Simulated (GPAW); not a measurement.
# Magnetic state of Co3 Ru1 Co3 0001 from several starts, part 2 of 2

Wanted: the moments of Co3 Ru1 Co3 0001 and the energy of each order that was tried.

GPAW 26.7.0; PBE; plane waves with GPAW's PAW setups, scalar-relativistic.

So far. Step 2 (Order 1, typed as ferro ++++++): After 54 cycles the largest moment stands at 1.82 μB.

### 3. Start 2: antiferro +++---

An opposed order shows whether the pairs that it reverses prefer unlike signs.

File order2.py:

```python
import json
import numpy as np
from ase import Atoms
from ase.parallel import paropen, parprint
from gpaw import GPAW

atoms = Atoms(['Co', 'Co', 'Co', 'Ru', 'Co', 'Co', 'Co'],
    cell=[[2.706, 0.0, 0.0],
         [-1.353, 2.343465, 0.0],
         [0.0, 0.0, 22.8966]],
    scaled_positions=[[0.0, 0.0, 0.262047],
         [0.333333, 0.666667, 0.338495],
         [0.0, 0.0, 0.414943],
         [0.333333, 0.666667, 0.5],
         [0.0, 0.0, 0.585057],
         [0.333333, 0.666667, 0.661505],
         [0.0, 0.0, 0.737953]],
    pbc=True,
    magmoms=[1.8, 1.8, 1.8, 0.0, -1.8, -1.8, -1.8])
atoms.calc = GPAW(mode={'name': 'pw', 'ecut': 450},
    xc='PBE',
    kpts={'size': (20, 20, 1), 'gamma': True},
    occupations={'name': 'fermi-dirac', 'width': 0.05},
    convergence={'density': 1e-05, 'energy': 1e-05},
    maxiter=250,
    mixer={'name': 'pulay', 'beta': 0.03, 'nmaxold': 8, 'weight': 100},
    symmetry={'tolerance': 1e-4},
    txt='order2.txt')
e = atoms.get_potential_energy(force_consistent=True)
res = {'free_energy': e, 'energy_sigma0': atoms.get_potential_energy(), 'fermi_energy': atoms.calc.get_fermi_level()}
res['moments'] = atoms.get_magnetic_moments().tolist()
res['total'] = atoms.get_magnetic_moment()
parprint('site moments (muB):', np.round(res['moments'], 3))
parprint(f"total moment: {res['total']:.3f} muB")
parprint(f'free energy: {e:.6f} eV')
atoms.calc.write('order2.gpw')
with paropen('results.json', 'w') as f:
    json.dump(res, f)
```

On the command line:

```console
> OMP_NUM_THREADS=1 mpirun -n 4 gpaw python order2.py > order2.log
```

Numbers of over 12 decimals in the logs are rounded to 6 here.

Output:

```text
site moments (muB): [ 1.825  1.721  1.384 -0.    -1.384 -1.721 -1.825]
total moment: -0.000 muB
free energy: -54.919844 eV

--- order2.txt ---
Input parameters:
  mode=PW(ecut=450),
  convergence={'density': 1e-05, 'energy': 1e-05},
  kpts=MonkhorstPack(size=(20, 20, 1), gamma=True),
  maxiter=250,
  mixer=Pulay(name='pulay', nmaxold=8, beta=0.03, weight=100, sigma=0.015, g_ss=None),
  occupations=Occupations(name='fermi-dirac', width=0.05),
  symmetry=Symmetry(tolerance=0.0001),
  xc=XC(name='PBE')

Diagonalizing LCAO Hamiltonian
Converting LCAO to pw mode

       Co

        Co

       Co
        Ru

       Co

        Co

       Co

Atoms  # Å, Bohr magnetons
|   | symbol |         x |        y |         z |    initial magnetic moments |
|---|--------|-----------|----------|-----------|-----------------------------|
| 0 |     Co |  0.000000 | 0.000000 |  5.999985 | ( 0.0000,  0.0000,  1.8000) |
| 1 |     Co | -0.000001 | 1.562311 |  7.750385 | ( 0.0000,  0.0000,  1.8000) |
| 2 |     Co |  0.000000 | 0.000000 |  9.500784 | ( 0.0000,  0.0000,  1.8000) |
| 3 |     Ru | -0.000001 | 1.562311 | 11.448300 | ( 0.0000,  0.0000,  0.0000) |
| 4 |     Co |  0.000000 | 0.000000 | 13.395816 | ( 0.0000,  0.0000, -1.8000) |
| 5 |     Co | -0.000001 | 1.562311 | 15.146215 | ( 0.0000,  0.0000, -1.8000) |
| 6 |     Co |  0.000000 | 0.000000 | 16.896615 | ( 0.0000,  0.0000, -1.8000) |

Unit cell  # Å
| periodic |         x |        y |         z |   lengths |     angles |
|----------|-----------|----------|-----------|-----------|------------|
|      yes |  2.706000 | 0.000000 |  0.000000 |  2.706000 |  90.000000 |
|      yes | -1.353000 | 2.343465 |  0.000000 |  2.706000 |  90.000000 |
|      yes |  0.000000 | 0.000000 | 22.896600 | 22.896600 | 119.999997 |

Number of symmetries: 6

BZ-sampling:
  Number of BZ points: 400
  Number of IBZ points: 44

  Monkhorst-Pack size: [20, 20, 1]
  Monkhorst-Pack shift: [0.025, 0.025, 0.0]

Plane wave coefficients: 3199
Cutoff: 450.000000 eV

Spin-components: 2 (collinear spins)
Bands:           46
Projectors:      42
Spin-degeneracy: 1
Datatype:        complex128

Parallelization:
  kpt:    4
  domain: 1
  band:   1

Density:
  Valence electrons: 70.0
  Components: 2
  Grid points: [ 14  14 120]
  Charge: 0.0  # |e|

Potential:
  Grid points: [ 14  14 120]

[... setups left out ...]
Reference energy: -350661.384417  # eV

eigensolver:
  PPCG
  Converge bands: occupied
  niter=2

density mixing:
  Pulay-Mixer
  Linear mixing parameters: 0.03
  Old densities: 8
  Fourier metric: weight=100, sigma=0.015

occupation numbers:
  Fermi-Dirac:
    width: 0.0500  # eV

poisson solver:
  ecut: 3600.000000  # eV

xc functional:
  name: PBE with 2 nearest neighbor stencil

convergence criteria:
- Maximum integral of absolute [dens]ity change: 1e-05 electrons / valence electron
- Maximum [total energy] change in last 3 cyles: 1e-05 eV / valence electron
- Maximum integral of absolute [eigenst]ate change: 4e-08 eV^2 / valence electron
maximum number of iterations: 250

SCF iterations
|iter     |      energy | eigst |  dens |  magmom |
|---------|-------------|-------|-------|---------|
|iter:   1|       0s |  -60.335629 | +0.37 |       |  +0.0000|
|iter:   2|       6s |  -57.142124 | -0.70 | -0.80 |  +0.0000|
|iter:   3|      12s |  -56.551444 | -1.32 | -0.87 |  +0.0000|
|iter:   4|      18s |  -55.600018 | -1.92 | -0.94 |  -0.0000|
|iter:   5|      23s |  -55.101545 | -1.75 | -1.09 |  +0.0000|
|iter:   6|      29s |  -54.904289 | -1.05 | -1.22 |  -0.0000|
|iter:   7|      35s |  -54.746492 | -2.12 | -1.26 |  +0.0000|
|iter:   8|      41s |  -54.793513 | -1.89 | -1.41 |  -0.0002|
|iter:   9|      47s |  -54.768152 | -2.64 | -1.47 |  +0.0005|
|iter:  10|      52s |  -54.763854 | -3.43 | -1.55 |  -0.0000|
[... 37 iterations left out ...]
|iter:  48|     253s |  -54.880801c| -8.92c| -4.56 |  -0.0000|
|iter:  49|     255s |  -54.880802c| -8.79c| -4.57 |  -0.0000|
|iter:  50|     258s |  -54.880801c| -9.07c| -4.59 |  -0.0000|
|iter:  51|     261s |  -54.880802c| -8.45c| -4.58 |  -0.0000|
|iter:  52|     264s |  -54.880802c| -8.72c| -4.57 |  -0.0000|
|iter:  53|     266s |  -54.880802c| -8.77c| -4.60 |  -0.0000|
|iter:  54|     269s |  -54.880803c| -7.74c| -4.66 |  -0.0000|
|iter:  55|     272s |  -54.880803c| -8.21c| -4.94 |  -0.0000|
|iter:  56|     275s |  -54.880803c| -8.14c| -5.00 |  -0.0000|
|iter:  57|     277s |  -54.880804c| -8.70c| -5.05c|  -0.0000|

Converged in 57 steps
Energy contributions relative to reference atoms: (reference = -350661.384417)

Energy contributions:
  Kinetic:          50.598527
  Coulomb:         -45.012801
  Zero:              1.301738
  External:          0.000000
  Xc:              -61.729228
  Entropy:          -0.078080
  Spinorbit:         0.000000
  ----------------------------
  Free energy:     -54.919844
  Extrapolated:    -54.880804

dipole moment: (-21.768304, -21.107310, -0.000071)  # |e|*Ang

Total magnetic moment: (0.000000, 0.000000, -0.000000)

Local magnetic moments
|        x |        y |         z |
|----------|----------|-----------|
| 0.000000 | 0.000000 |  1.824525 |  # Co   0
| 0.000000 | 0.000000 |  1.721367 |  # Co   1
| 0.000000 | 0.000000 |  1.384169 |  # Co   2
| 0.000000 | 0.000000 | -0.000000 |  # Ru   3
| 0.000000 | 0.000000 | -1.384169 |  # Co   4
| 0.000000 | 0.000000 | -1.721367 |  # Co   5
| 0.000000 | 0.000000 | -1.824525 |  # Co   6

Fermi level: 4.077
Eigenvalues  # (at kpt = [-0.000, -0.000, 0.000])
| band index |      eig [eV] | occ [0-1] |      eig [eV] | occ [0-1] |
|------------|---------------|-----------|---------------|-----------|
|          0 |       -68.822 |     1.000 |       -68.822 |     1.000 |
|        ... |               |           |               |           |
|         31 |         3.240 |     1.000 |         3.240 |     1.000 |
|         32 |         3.348 |     1.000 |         3.348 |     1.000 |
|         33 |         3.371 |     1.000 |         3.371 |     1.000 |
|         34 |         3.371 |     1.000 |         3.371 |     1.000 |
|         35 |         3.743 |     0.999 |         3.743 |     0.999 |
|         36 |         3.783 |     0.997 |         3.783 |     0.997 |
|         37 |         3.783 |     0.997 |         3.783 |     0.997 |
|         38 |         4.063 |     0.570 |         4.063 |     0.570 |
|         39 |         4.551 |     0.000 |         4.551 |     0.000 |
|         40 |         4.551 |     0.000 |         4.551 |     0.000 |
|         41 |         5.052 |     0.000 |         5.052 |     0.000 |
|         42 |         5.052 |     0.000 |         5.052 |     0.000 |
|         43 |         5.070 |     0.000 |         5.070 |     0.000 |
|         44 |         5.070 |     0.000 |         5.070 |     0.000 |
|         45 |         5.089 |     0.000 |         5.089 |     0.000 |

No gap
No difference between direct/indirect transitions
```

Run time: 4.8 min. Hardware: 4 MPI ranks of Arm Neoverse V1, shared host; peak memory 1.1 GiB; 19 min of CPU time.

Spin moment in the augmentation sphere by atom:

| atom | spin moment in the augmentation sphere (μB) |
| --- | --- |
| Co1 | 1.82 |
| Co2 | 1.72 |
| Co3 | 1.38 |
| Ru4 | 0.00 |
| Co5 | -1.38 |
| Co6 | -1.72 |
| Co7 | -1.82 |

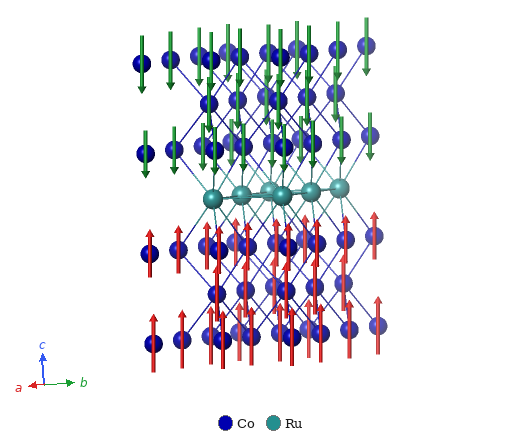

Spin moment in the augmentation sphere as arrows, the longest 1.82 μB. Up and down stand for the sign. Arrows give size and sign along the axis of quantisation, drawn up and down the page. The two directions have two colours. Bonds to atoms that aren't drawn are left out. 3×2×1 cells are drawn. Some periodic images of atoms are drawn too.

This step gave:

| Property | Result |
| --- | --- |
| magnetization | 0 μB |
| final state | antiferromagnetic |

It lies 2.25 meV a seeded atom under the first start, and its largest moment is 1.82 μB against 1.82 μB.

### 4. Start 3: no spin polarisation

A run without seeds gives the energy of the state without moments.

nospin.py is the script of step 3 with these lines changed:

```diff
@@ -17,4 +17,3 @@
          [0.0, 0.0, 0.737953]],
-    pbc=True,
-    magmoms=[1.8, 1.8, 1.8, 0.0, -1.8, -1.8, -1.8])
+    pbc=True)
 atoms.calc = GPAW(mode={'name': 'pw', 'ecut': 450},
@@ -27,11 +26,7 @@
     symmetry={'tolerance': 1e-4},
-    txt='order2.txt')
+    txt='nospin.txt')
 e = atoms.get_potential_energy(force_consistent=True)
 res = {'free_energy': e, 'energy_sigma0': atoms.get_potential_energy(), 'fermi_energy': atoms.calc.get_fermi_level()}
-res['moments'] = atoms.get_magnetic_moments().tolist()
-res['total'] = atoms.get_magnetic_moment()
-parprint('site moments (muB):', np.round(res['moments'], 3))
-parprint(f"total moment: {res['total']:.3f} muB")
 parprint(f'free energy: {e:.6f} eV')
-atoms.calc.write('order2.gpw')
+atoms.calc.write('nospin.gpw')
 with paropen('results.json', 'w') as f:
```

On the command line:

```console
> OMP_NUM_THREADS=1 mpirun -n 4 gpaw python nospin.py > nospin.log
```

Output:

```text
free energy: -53.416657 eV

--- nospin.txt ---
Input parameters:
  mode=PW(ecut=450),
  convergence={'density': 1e-05, 'energy': 1e-05},
  kpts=MonkhorstPack(size=(20, 20, 1), gamma=True),
  maxiter=250,
  mixer=Pulay(name='pulay', nmaxold=8, beta=0.03, weight=100, sigma=0.015, g_ss=None),
  occupations=Occupations(name='fermi-dirac', width=0.05),
  symmetry=Symmetry(tolerance=0.0001),
  xc=XC(name='PBE')

[...]
|          0 |       -69.229 |     2.000 |
|        ... |               |           |
|         29 |         2.776 |     2.000 |
|         30 |         2.921 |     2.000 |
|         31 |         2.950 |     2.000 |
|         32 |         2.996 |     2.000 |
[...]
|         42 |         4.119 |     0.005 |
|         43 |         4.581 |     0.000 |
|         44 |         4.581 |     0.000 |
|         45 |         5.047 |     0.000 |

No gap
No difference between direct/indirect transitions

[key lines of the parts left out:]
Free energy:     -53.416657
Converged in 35 steps
dipole moment: (-21.759968, -21.123207, -0.000072)  # |e|*Ang
Fermi level: 3.819
```

Run time: 1.7 min. Hardware: 4 MPI ranks; peak memory 0.91 GiB; 6.7 min of CPU time.

Numbers from this step:

```
final state : non-magnetic (no spin polarisation)
```

It lies 248 meV a seeded atom over the first start.

### 5. The states side by side

These are free energies at a smearing of 0.05 eV, so its entropy term is in the differences. They are divided by the number of seeded atoms, so that cells of unlike size compare.

Orders:

| start | final state | typed order kept | energy over the lowest (meV a seeded atom) | largest site moment (μB) | net moment (μB a primitive cell) | mesh matched | CPU time (s) |
| --- | --- | --- | --- | --- | --- | --- | --- |
| ferro ++++++ | ferromagnetic | yes | 2.255 | 1.825 | 9.291 | yes | 1197 |
| antiferro +++--- | antiferromagnetic | yes | 0 | 1.825 | 0 | yes | 1158 |
| no spin polarisation | non-magnetic | - | 250.5 | 0 | 0 | yes | 404.1 |

### 6. Outcome

```
lowest state found                 : antiferromagnetic (typed antiferro +++---)
largest site moment                : 1.82 μB
next state                         : ferromagnetic, 2.25 meV a seeded atom higher
energy gained by spin polarisation : 251 meV a seeded atom
```

What this shows: The lowest state found is antiferromagnetic, reached from the start antiferro +++---, with moments up to 1.82 μB. The two lowest states lie so close that the mesh, the functional or spin–orbit coupling could swap them. This is the lowest of 3 finished starts, no proof of the ground state.

[Logs and program files are shortened in this print: banners, set-up blocks, solver, clock and traceback lines can be left out without a mark of their own.]

[Logs are printed without paths, hosts, clocks, repeated set-up lines and the standing remarks that a program may print on its own settings, such as how far it seeks lower states.]

[Hosts, paths, dates, database ids (printed as entryN), source tags and the programs' standing remarks are cut or masked in the printed files.]

[Where a cell is said to come from a database of computed structures, the database is the Materials Project.]
